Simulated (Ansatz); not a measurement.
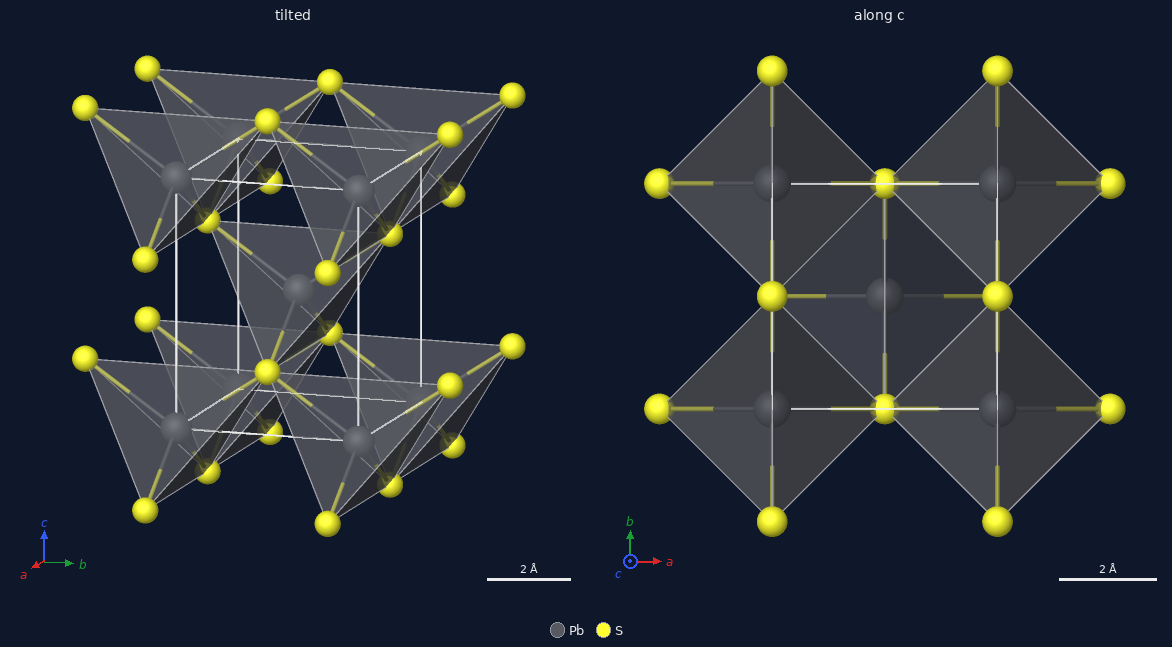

Drawn in the polyhedral manner and seen slightly off an axis and along the c axis. The frame is the conventional unit cell; atoms at its boundary are shown with their periodic copies. Some atoms of the next cells are drawn as well.

PbS, space group I-4m2 (No. 119), a = 4.668 Å, b = 4.668 Å, c = 6.218 Å, α = 90.00°, β = 90.00°, γ = 90.00°. The initial geometry was a structure type filled with these elements by a generator (whether the compound takes this form wasn't checked). The cell was then strained or its atoms displaced on purpose. A calculation with Ansatz used it as input.

This one geometry was computed with Ansatz (DFT, plane waves, PAW) at three levels of theory: r2SCAN, HSE06 and PBE. It was relaxed with r2SCAN and then strained.

> How does the band gap change with the level of theory?

PBE: a gap of 0.57 eV, indirect; r2SCAN: a gap of 0.70 eV, indirect; HSE06: a gap of 0.89 eV, indirect.

> Collect the results in a table.

| level | cutoff (eV) | k-mesh of the run's cell | gap (eV) | pressure (GPa) |
| --- | --- | --- | --- | --- |
| r2SCAN | 500 | 6×6×6 | 0.70 | 2.5 |
| HSE06 | 420 | 4×4×4 | 0.89 | 2.6 |
| PBE | 420 | 6×6×6 | 0.57 | 3.2 |

Gaps are taken on the k-mesh or band path of each run.
